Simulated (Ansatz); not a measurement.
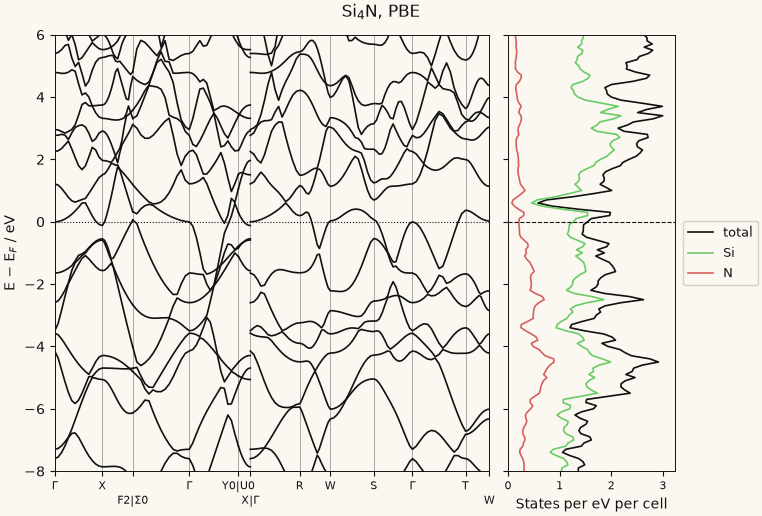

Band structure and density of states of Si₄N, space group Immm (No. 71), 5 atoms in the cell. Ansatz; DFT PBE, scalar-relativistic, plane waves, PAW, no spin polarisation, 12×12×12 k mesh, Gaussian smearing of 0.1 eV. Energies are counted from the Fermi level. The partial curves are projected on Löwdin-orthogonalised atomic shells.

A metal: bands cross the Fermi level along this path. The density of states at the Fermi level is about 1.6 per eV and cell (mean within 0.25 eV), or 0.32 per atom. By projected weight, the states within 0.3 eV of the Fermi level are Si (85 %) and N (15 %).

The structure is an invented one, so it need not be a known or stable phase. The electron count is odd and the run has no spin polarisation, so a magnetic state may lie lower.
